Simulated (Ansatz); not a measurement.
# Single-point calculation of TiAl3

TiAl3 (8 atoms in the cell), computed with DFT, PBE, plane waves, PAW, no spin polarisation (Ansatz 0.2.0).

The structure derives from a Materials Project entry. Some settings of this run were made unusual or wrong on purpose. Figures and captions count atoms from 1; the log counts them from 0 in places.

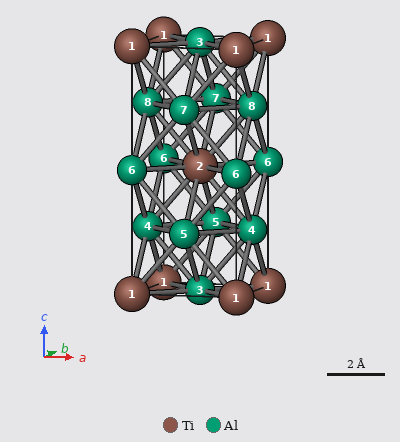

Fig. 1: The input geometry (ball-and-stick view of the cell of the calculation, seen slightly off an axis; atoms are numbered from 1 in the order of the input). Near neighbours in the crystal (not all of them lie inside the picture): Ti has 12 Al at 2.72 to 2.92 Å; Al has 8 Al at 2.72 to 2.92 Å and 4 Ti at 2.72 to 2.92 Å.

### Input file
```yaml
crystal:
  lattice:
    - [3.8453468586, 0.0, 0.0]
    - [0.0, 3.8453468586, 0.0]
    - [0.0, 0.0, 8.795265785]
  atoms:
    - { symbol: Ti, position: [0.0, 0.0, 0.0] }
    - { symbol: Ti, position: [0.5, 0.5, 0.5] }
    - { symbol: Al, position: [0.5, 0.5, 0.0] }
    - { symbol: Al, position: [0.0, 0.5, 0.25] }
    - { symbol: Al, position: [0.5, 0.0, 0.25] }
    - { symbol: Al, position: [0.0, 0.0, 0.5] }
    - { symbol: Al, position: [0.5, 0.0, 0.75] }
    - { symbol: Al, position: [0.0, 0.5, 0.75] }
basis:
  ecutwfc: 420
kpoints:
  mp_grid: { grid: [10, 10, 4] }
hamiltonian:
  xc: pbe
scf:
  occupations: { method: gaussian, width: 0.1 }
  convergence: { dr2_threshold: 1.0e-20 }
  max_iter: 75
output:
  forces: true
  eigenvalues: true
  stress: true
```

Hardware: 1 thread of Arm Neoverse V2, 240 GiB of memory available, shared host.

Launch command:
```bash
ansatz run input.yaml --threads 1 --pin off --max-ram 2560MiB --backend cpu --events-out ev --progress --plain --runs-dir out
```

### The program's output
```
Engine: ansatz 0.2.0, aarch64-unknown-linux-gnu
Pseudopotentials: kind: paw
Pseudopotential: Ti, paw, valence charge 12, recommended cutoff 420 eV (normal), Ti.paw.azcp
Pseudopotential: Al, paw, valence charge 3, recommended cutoff 420 eV (normal), Al.paw.azcp
Functional definition: PBE
  parameter kappa = 0.804
  parameter beta = 0.06672455060314922
  exchange = pbe_x(kappa = kappa, mu = beta*pi^2/3)
  correlation = pbe_c(beta = beta)
Crystal: 8 atoms, lattice volume = 130.053 Å³
Basis set: ecut = 420 eV, 2565 PW (Γ), exchange–correlation on 54×54×120 points (8 copies of the dense FFT grid, shifted against one another)
Bands: 29, of which v1, the nominal top of the filled ones, is band 21 counted from 1 (20 counted from 0)
Symmetry: 32 space group operations
Space group: I4/mmm (ITA 139), of the structure as read, at distance tolerance 5.1e-5 Å
k-points: 63 of 400
Non-local potential: Ti, projectors of the file, l = 0: 3, l = 1: 2, l = 2: 3, l = 3: 1
Non-local potential: Al, projectors of the file, l = 0: 2, l = 1: 2, l = 2: 1
PAW form: soft (Blöchl's): semilocal exchange-correlation on the pseudo side does not see the compensation charge
PAW one-centre angular grid: Ti, 590 points (default); XC on 64 Gauss nodes
PAW one-centre angular grid: Al, 110 points (default); XC on 64 Gauss nodes
Initial density: superposition of atomic densities (neutral atoms: chi_scale 0, normalization atom), corrected by the library's trained network
Initial wavefunctions: pseudopotential atomic-orbital guess
Functional: x = pbe(κ = 0.804, μ = 0.2195149727645171), c = pbe(β = 0.06672455060314922)
SCF iter   1: F=—  HF=-8227.501762 eV  |F-HF|=—  |Δ(HF+E_count)|=         —  Δρ=3.56e-3  dr2=2.61e-2  ethr=1.77e-3  ⟨swp⟩=6.6  Hψ=9000  notcnv=0
preconditioner: auto → Kerker (q_TF=auto, 2.260 Å⁻¹)  [metal: Δε(μ)=0.020 eV  Ē_g=5.238 eV  σ=0.100 eV  W_gap=0.11  n_scr=26 (ndim 8)  ℏωp=16.6 eV  f_vac=0.000  D(μ)=3.29/eV (n_scr^D=16)]
SCF iter   2: F=—  HF=-8227.498909 eV  |F-HF|=—  |Δ(HF+E_count)|=   2.85e-3  Δρ=1.69e-3  dr2=5.59e-3  ethr=6.22e-5  ⟨swp⟩=1.0  Hψ=2332  notcnv=0
SCF iter   3: F=—  HF=-8227.498371 eV  |F-HF|=—  |Δ(HF+E_count)|=   5.38e-4  Δρ=3.69e-4  dr2=1.52e-4  ethr=1.33e-5  ⟨swp⟩=2.0  Hψ=2103  notcnv=0
SCF iter   4: F=—  HF=-8227.498361 eV  |F-HF|=—  |Δ(HF+E_count)|=   9.73e-6  Δρ=1.02e-4  dr2=2.13e-5  ethr=3.62e-7  ⟨swp⟩=2.5  Hψ=2477  notcnv=0
SCF iter   5: F=—  HF=-8227.498446 eV  |F-HF|=—  |Δ(HF+E_count)|=   8.43e-5  Δρ=1.40e-5  dr2=2.78e-7  ethr=5.07e-8  ⟨swp⟩=2.1  Hψ=2212  notcnv=0
SCF iter   6: F=—  HF=-8227.498444 eV  |F-HF|=—  |Δ(HF+E_count)|=   1.84e-6  Δρ=3.26e-6  dr2=1.01e-8  ethr=6.61e-10  ⟨swp⟩=2.3  Hψ=2551  notcnv=0
SCF iter   7: F=—  HF=-8227.498444 eV  |F-HF|=—  |Δ(HF+E_count)|=   1.61e-9  Δρ=5.80e-7  dr2=6.40e-10  ethr=2.41e-11  ⟨swp⟩=2.7  Hψ=2955  notcnv=0
SCF iter   8: F=—  HF=-8227.498444 eV  |F-HF|=—  |Δ(HF+E_count)|=  8.73e-11  Δρ=1.19e-7  dr2=2.82e-11  ethr=1.52e-12  ⟨swp⟩=2.1  Hψ=2122  notcnv=0
SCF iter   9: F=—  HF=-8227.498444 eV  |F-HF|=—  |Δ(HF+E_count)|=  3.64e-12  Δρ=3.17e-8  dr2=1.89e-12  ethr=6.73e-14 (applied; sched 1.00e-12)  ⟨swp⟩=2.1  Hψ=2309  notcnv=0  defer=111
SCF iter  10: F=—  HF=-8227.498444 eV  |F-HF|=—  |Δ(HF+E_count)|=    0.00e0  Δρ=4.82e-9  dr2=4.37e-14  ethr=4.51e-15 (applied; sched 1.00e-12)  ⟨swp⟩=2.0  Hψ=2018  notcnv=0  defer=118
SCF iter  11: F=—  HF=-8227.498444 eV  |F-HF|=—  |Δ(HF+E_count)|=  1.82e-12  Δρ=5.09e-10  dr2=4.24e-16  ethr=1.04e-16 (applied; sched 1.00e-12)  ⟨swp⟩=2.0  Hψ=2085  notcnv=0  defer=118
SCF iter  12: F=—  HF=-8227.498444 eV  |F-HF|=—  |Δ(HF+E_count)|=    0.00e0  Δρ=9.22e-11  dr2=1.85e-17  ethr=1.01e-18 (applied; sched 1.00e-12)  ⟨swp⟩=2.1  Hψ=2320  notcnv=0  defer=118
SCF iter  13: F=—  HF=-8227.498444 eV  |F-HF|=—  |Δ(HF+E_count)|=  1.82e-12  Δρ=1.69e-11  dr2=3.42e-19  ethr=9.19e-19 (applied; sched 1.00e-12)  ⟨swp⟩=1.0  Hψ=1709  notcnv=0  defer=118
SCF iter  14: F=—  HF=-8227.498444 eV  |F-HF|=—  |Δ(HF+E_count)|=  3.64e-12  Δρ=4.04e-12  dr2=2.35e-20  ethr=9.19e-19 (applied; sched 1.00e-12)  ⟨swp⟩=1.0  Hψ=1709  notcnv=0  defer=118
SCF iter  15: F=-8227.498444 eV  HF=-8227.498444 eV  |F-HF|=1.82e-12  |Δ(HF+E_count)|=  1.82e-12  Δρ=1.20e-12  dr2=2.90e-21  ethr=1.00e-12  ⟨swp⟩=5.4  Hψ=3658  notcnv=0
SCF 1 converged in 15 iterations: F = -8227.498444 eV  dr2 = 2.90e-21
  greatest PAW one-centre occupation: 0.999 electrons in one spin orbital (limit 2), on the Ti atom at site 1 (counted from 0), in its partial waves of l = 0
```

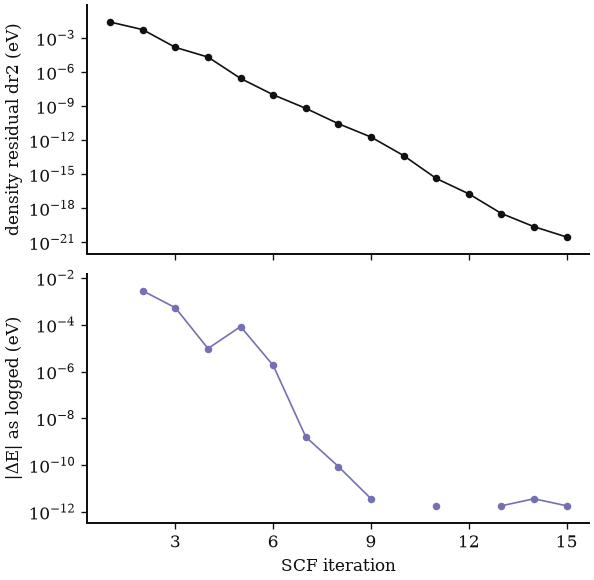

Fig. 2: Convergence of the self-consistent field: density residual dr2 and size of the energy change against the SCF iteration. The residual falls at every step.

```
SCF converged after 15 iterations
Free energy (F): -8227.498444 eV
Harris-Foulkes:  -8227.498444 eV  (|F-HF|=1.82e-12)
Internal energy: -8227.481585 eV  (E = F + TS)
E sigma→0 (E₀):  -8227.490015 eV
Entropy (-TS):   -0.016858 eV (-2.107 meV/atom)
Fermi energy:    9.263770 eV
--- Per-component energies (eV) ---
  E_band       = -318.649738
  E_kinetic    = 683.218787
  E_local      = -2416.916652  (includes V_loc(G=0)·N_el)
  E_nonlocal   = 80.061513
  E_hartree    = 1059.926769
  E_xc         = -434.529240
  E_vxc        = -419.219913  (∫ρ·V_xc dr)
  E_paw        = -4900.899886  (= ΣΔE_a)
  E_vpaw       = -365.647248  (= ΣTr[D̂ρ^β])
  E_aug_tail   = 0.000236  (compensation charges beyond the density's cutoff)
  E_ewald      = -2298.343113
  E_smearing   = -0.016858  (= −TS)
  E_closure    = -0.000000  (closes the sum)
  Σ components = -8227.498444   (vs F -8227.498444, Δ=0.00e0)
--- Forces (eV/Å), atoms counted from 1 ---
  atom   1  Ti     0.00000000    -0.00000000     0.00000000
  atom   2  Ti     0.00000000     0.00000000     0.00000000
  atom   3  Al     0.00000000     0.00000000     0.00000000
  atom   4  Al     0.00000000    -0.00000000     0.00000000
  atom   5  Al     0.00000000     0.00000000     0.00000000
  atom   6  Al     0.00000000     0.00000000     0.00000000
  atom   7  Al     0.00000000    -0.00000000     0.00000000
  atom   8  Al     0.00000000     0.00000000     0.00000000
  max |Σ_I F_I| component: 5.20e-18 eV/Å
--- Stress (GPa, compression-positive) ---
       -0.816945       0.000000       0.000000
        0.000000      -0.816945       0.000000
        0.000000       0.000000      -4.123778
  P = ⅓ Tr σ = -1.9192 GPa (-19.192 kbar)
--- Band table (eV; the first three rows and the last of 63) ---
  k-point 0: bands = ["-47.2693", "-47.2692", "-23.5768", "-23.5768", "-23.5766", "-23.5766", "-23.5142", "-23.5120", "-0.6594", "0.8500", "1.7747", "6.2604", "6.5445", "7.3950", "7.9581", "8.1406", "8.1406", "8.4404", "8.4404", "9.0312", "9.9707", "9.9707", "10.0884", "10.1851", "11.0314", "11.0314", "11.5070", "11.5938", "12.2467"]
  k-point 1: bands = ["-47.2693", "-47.2692", "-23.5768", "-23.5768", "-23.5767", "-23.5767", "-23.5139", "-23.5123", "-0.5388", "0.3740", "2.4523", "4.9452", "7.4625", "7.8558", "7.8580", "8.1743", "8.1743", "8.3821", "8.3821", "9.0760", "10.1023", "10.1104", "10.1104", "10.1706", "10.8358", "10.8358", "11.1119", "11.7636", "11.8539"]
  k-point 2: bands = ["-47.2693", "-47.2693", "-23.5767", "-23.5767", "-23.5767", "-23.5767", "-23.5131", "-23.5131", "-0.1835", "-0.1835", "3.6095", "3.6095", "7.6425", "7.6425", "8.2667", "8.2667", "8.2667", "8.2667", "8.9019", "8.9019", "10.1361", "10.1361", "10.4504", "10.4504", "10.4504", "10.4504", "10.9995", "10.9995", "12.5110"]
  k-point 62: bands = ["-47.2670", "-47.2670", "-23.5984", "-23.5984", "-23.5984", "-23.5984", "-23.5082", "-23.5082", "3.6626", "3.6626", "4.5570", "4.5570", "4.5570", "4.5570", "5.1210", "5.1210", "7.4609", "7.4609", "7.4609", "7.4609", "7.9923", "7.9923", "10.0395", "10.0395", "10.9918", "10.9918", "11.1767", "11.1767", "12.1936"]
```

### Outcome

```json
{"quantity": "outcome", "value": "converged"}
{"quantity": "space group (tolerance 0.01 Å)", "value": "I4/mmm (139)"}
{"quantity": "electrons treated", "value": "42"}
{"quantity": "free energy", "value": "−8227.4984 eV"}
{"quantity": "Fermi energy", "value": "9.264 eV"}
{"quantity": "gap on the k-point mesh", "value": "none (metallic)"}
{"quantity": "pressure", "value": "−1.92 GPa"}
{"quantity": "largest force (length of the vector)", "value": "under 0.001 eV/Å"}
{"quantity": "wall time", "value": "20 s"}
{"quantity": "peak memory", "value": "0.53 GiB"}
```

A setting was made wrong on purpose: a threshold that can't be met (`scf.convergence.dr2_threshold`). The run converged all the same; its numbers are those of the faulty input and shouldn't be used.
